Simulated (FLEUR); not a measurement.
# A series of single points on MnO

System: MnO (2 atoms in the cell).
Method: Kohn-Sham DFT of a periodic cell, PBE, all-electron, spin-polarised (FLEUR MaX-R8.1 (later development tree)).

The 7 runs differ only in the geometry, by an even scaling of the cell at fixed fractional positions. The structure derives from a Materials Project entry.

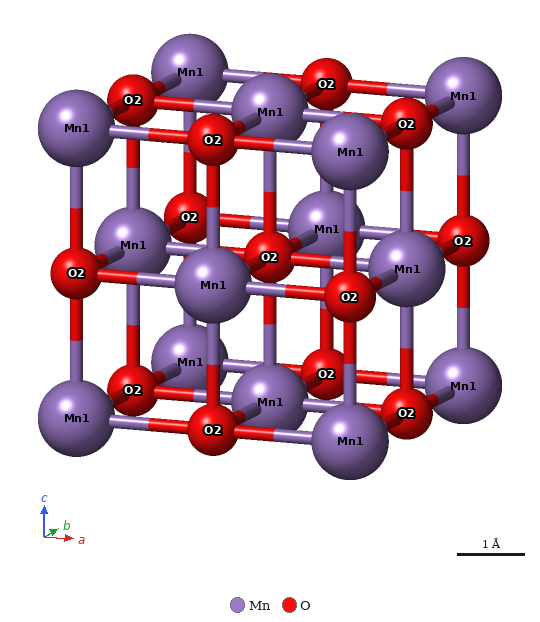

Figure 1. The structure of run 4 (ball-and-stick view of the cell 4 times as large as that of the calculation, set on its symmetry axes, seen slightly off an axis; atoms are numbered from 1 in the order of the input).

### Input of run 4
```
<?xml version="1.0" encoding="UTF-8" standalone="no"?>
<fleurInput fleurInputVersion="0.39">
   <comment>
      MnO                                                                                                 
   </comment>
   <calculationSetup>
      <cutoffs Kmax="4.27" Gmax="13.2" GmaxXC="13.2" numbands="0"/>
      <scfLoop itmax="60" minDistance="0.00001" maxIterBroyd="15" imix="Anderson" alpha="0.05" precondParam="0.0" spinf="2.0" sdNocoIR="T"/>
      <coreElectrons ctail="T" frcor="F" kcrel="0" coretail_lmax="0"/>
      <xcFunctional name="pbe" relativisticCorrections="F"/>
      <magnetism jspins="2"/>
      <soc l_soc="F" theta="0.0" phi="0.0" spav="F"/>
      <expertModes spex="0" secvar="F"/>
      <geometryOptimization l_f="T" forcealpha="1.0" forcemix="BFGS" epsdisp="0.0005" epsforce="0.0002"/>
      <ldaU l_linMix="F" mixParam="0.05" spinf="1.0"/>
   </calculationSetup>
   <cell>
      <bzIntegration valenceElectrons="21.0" mode="hist" fermiSmearingEnergy="0.00183747">
         <kPointListSelection listName="default-1"/>
         <!-- k-points included here -->
         <xi:include xmlns:xi="http://www.w3.org/2001/XInclude" href="kpts.xml"> </xi:include>
      </bzIntegration>
      <!-- symmetry operations included here -->
      <xi:include xmlns:xi="http://www.w3.org/2001/XInclude" href="sym.xml"> </xi:include>
      <bulkLattice scale="1.0">
         <bravaisMatrix>
            <row-1>    0.0000000000000000     4.2025764846803328     4.2025764846803328</row-1>
            <row-2>    4.2025764846803328     0.0000000000000000     4.2025764846803328</row-2>
            <row-3>    4.2025764846803328     4.2025764846803328     0.0000000000000000</row-3>
         </bravaisMatrix>
      </bulkLattice>
   </cell>
   <atomSpecies>
      <species name="Manganese 4.000" element="Mn" atomicNumber="25">
         <mtSphere radius="2.14" gridPoints="731" logIncrement="0.017"/>
         <atomicCutoffs lmax="9" lnonsphr="7"/>
         <electronConfig flipSpins="F">
            <coreConfig>(1s1/2) (2s1/2) (2p1/2) (2p3/2)</coreConfig>
            <valenceConfig>(3s1/2) (3p1/2) (3p3/2) (4s1/2) (3d3/2) (3d5/2)</valenceConfig>
            <stateOccupation state="(3d3/2)" spinUp="1.5" spinDown="0.5"/>
            <stateOccupation state="(3d5/2)" spinUp="3.0" spinDown="0.0"/>
         </electronConfig>
         <energyParameters s="4" p="4" d="3" f="4"/>
         <lo type="SCLO" l="0" n="3" eDeriv="0"/>
         <lo type="SCLO" l="1" n="3" eDeriv="0"/>
         <lo type="SCLO" l="1" n="3" eDeriv="1"/>
         <lo type="SCLO" l="2" n="3" eDeriv="2"/>
         <lo type="SCLO" l="3" n="4" eDeriv="2"/>
      </species>
      <species name="Oxygen (O)" element="O" atomicNumber="8">
         <mtSphere radius="1.64" gridPoints="559" logIncrement="0.019"/>
         <atomicCutoffs lmax="8" lnonsphr="6"/>
         <electronConfig flipSpins="F">
            <coreConfig>(1s1/2)</coreConfig>
            <valenceConfig>(2s1/2) (2p1/2) (2p3/2)</valenceConfig>
            <stateOccupation state="(2p1/2)" spinUp="0.666667" spinDown="0.666667"/>
            <stateOccupation state="(2p3/2)" spinUp="1.333333" spinDown="1.333333"/>
         </electronConfig>
         <energyParameters s="2" p="2" d="3" f="4"/>
         <lo type="SCLO" l="0" n="2" eDeriv="2"/>
         <lo type="SCLO" l="1" n="2" eDeriv="2"/>
         <lo type="SCLO" l="2" n="3" eDeriv="2"/>
      </species>
   </atomSpecies>
   <atomGroups>
      <atomGroup species="Manganese 4.000">
         <relPos label="                   1">.0000000000 .0000000000 .0000000000</relPos>
         <force calculate="T" relaxXYZ="TTT"/>
      </atomGroup>
      <atomGroup species="Oxygen (O)">
         <relPos label="                   2">1.000/2.000 1.000/2.000 1.000/2.000</relPos>
         <force calculate="T" relaxXYZ="TTT"/>
      </atomGroup>
   </atomGroups>
   <output dos="F" band="F" slice="F">
      <checks vchk="F" cdinf="F"/>
      <bandDOS minEnergy="-.5*Htr" maxEnergy="0.5*Htr" sigma="0.015" storeEVData="T"/>
      <vacuumDOS vacdos="F" integ="F" star="F" nstars="0" locx1="0.0" locy1="0.0" locx2="0.0" locy2="0.0" nstm="0" tworkf="0.0"/>
      <unfoldingBand unfoldBand="F" supercellX="1" supercellY="1" supercellZ="1"/>
      <plotting iplot="0" polar="F">
         <plot TwoD="T" vec1="  1.0  0.0  0.0" vec2="  0.0  1.0  0.0" vec3="  0.0  0.0  1.0" zero="  0.0  0.0  0.0" file="plot"/>
      </plotting>
      <chargeDensitySlicing numkpt="0" minEigenval="0.0" maxEigenval="0.0" nnne="0" pallst="F"/>
      <specialOutput eonly="F"/>
      <moessbauerParams electricFieldGradient="T" isomerShift="T" coreHyperfine="T" valenceHyperfine="T"/>
      <magneticCircularDichroism mcd="F" energyLo="-10.0" energyUp="0.0"/>
   </output>
  <!-- We include the file relax.xml here to enable relaxations (see documentation) -->
  <xi:include xmlns:xi="http://www.w3.org/2001/XInclude" href="relax.xml"> <xi:fallback/> </xi:include>
</fleurInput>
```

Command:
```bash
inpgen -f crystal.txt -profile fastHighL; fleur_MPI
```

Lattice vectors (Å) and fractional positions of run 4:
```
   0.000000    2.223908    2.223908
   2.223908    0.000000    2.223908
   2.223908    2.223908    0.000000
Mn  0.000000  0.000000  0.000000
O   0.500000  0.500000  0.500000
```

Run 6 has the same physical settings and fractional positions; its lattice vectors (Å) are:
```
   0.000000    2.253173    2.253173
   2.253173    0.000000    2.253173
   2.253173    2.253173    0.000000
```

### Results, with one run withheld

| run | volume per atom (Å³) | free energy per atom, from the lowest run given (meV) |
| --- | --- | --- |
| 1 | 10.339 | 12.81 |
| 2 | 10.559 | 6.08 |
| 3 | 10.779 | 1.42 |
| 4 | 10.999 | 0.00 |
| 5 | 11.219 | 1.50 |
| 6 | 11.439 | ? |
| 7 | 11.659 | 14.34 |

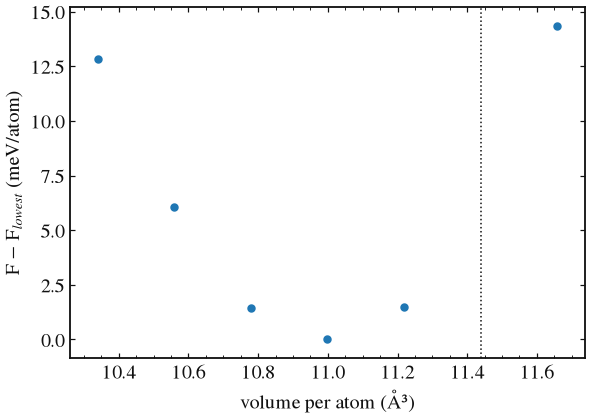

Figure 2. Free energy per atom of the runs given; the dotted line marks run 6.

Fit the runs given and predict run 6.

A cubic polynomial in V^(−2/3) (the Birch–Murnaghan form), fitted to the 6 runs given, misses them by at most 0.13 meV per atom. With x = V^(−2/3) − 0.20327 Å⁻², it reads F = 0.246 + 469.78 x + 1.9748e+05 x² − 4.4243e+06 x³ (meV per atom). At run 6 it gives 6.22 meV per atom, and the run itself gives 6.80. The fit has its minimum at 11.005 Å³ per atom, where V d²F/dV² gives 112 GPa: the bulk modulus at this level, since symmetry fixes the shape and the positions. So low a polynomial doesn't follow these energies more closely.

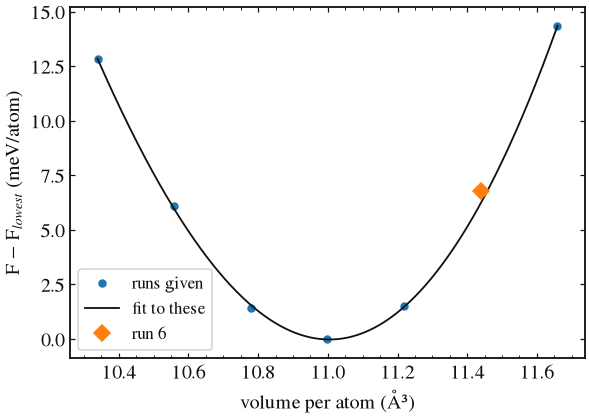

Figure 3. The fit and the withheld run.

### Output (run 6)
```
Welcome to FLEUR        (www.flapw.de)
      MaX-Release 8.1          (www.max-centre.eu)

 ========== k-point set info ==========
 Selected k-point list: default-1
 k-point list type: mesh
 10 x 10 x 10
 Number of k points: 47

 ------------Calculation Setup---------------------------
 Number of MPI-tasks      :            1
 Number of PE/node        :            1
 Number of OMP-threads    :            1
 Most efficient MPI parallelization for:
           1          47
 Additional eigenvalue parallelization possible
 Number of basis functions:          280
 Approximate size of matrices (H+S) per k-point:         0.001 GB
 --------------------------------------------------------

 Iteration:     1   Distance:      20.33254863 me/bohr^3

 Iteration:     2   Distance:      17.18593242 me/bohr^3

 Iteration:     3   Distance:      10.18173303 me/bohr^3

 Iteration:     4   Distance:       8.84120112 me/bohr^3

 Iteration:     5   Distance:       5.13649717 me/bohr^3

 Iteration:     6   Distance:       2.87873622 me/bohr^3

 Iteration:     7   Distance:       1.15541348 me/bohr^3

 Iteration:     8   Distance:       0.32537879 me/bohr^3

 Iteration:     9   Distance:       0.11772649 me/bohr^3

 Iteration:    10   Distance:       0.03776359 me/bohr^3

 Iteration:    11   Distance:       0.03885885 me/bohr^3

 Iteration:    12   Distance:       0.00506804 me/bohr^3

 Iteration:    13   Distance:       0.00853884 me/bohr^3

 Iteration:    14   Distance:       0.00197918 me/bohr^3

 Iteration:    15   Distance:       0.00153146 me/bohr^3

 Iteration:    16   Distance:       0.00145749 me/bohr^3

 Iteration:    17   Distance:       0.00101884 me/bohr^3

 Iteration:    18   Distance:       0.00017666 me/bohr^3

 Iteration:    19   Distance:       0.00006616 me/bohr^3

 Iteration:    20   Distance:       0.00001146 me/bohr^3

 Iteration:    21   Distance:       0.00000854 me/bohr^3

 ********************************************************************
 Run finished successfully
 Stop message:
   all done
 ********************************************************************
```
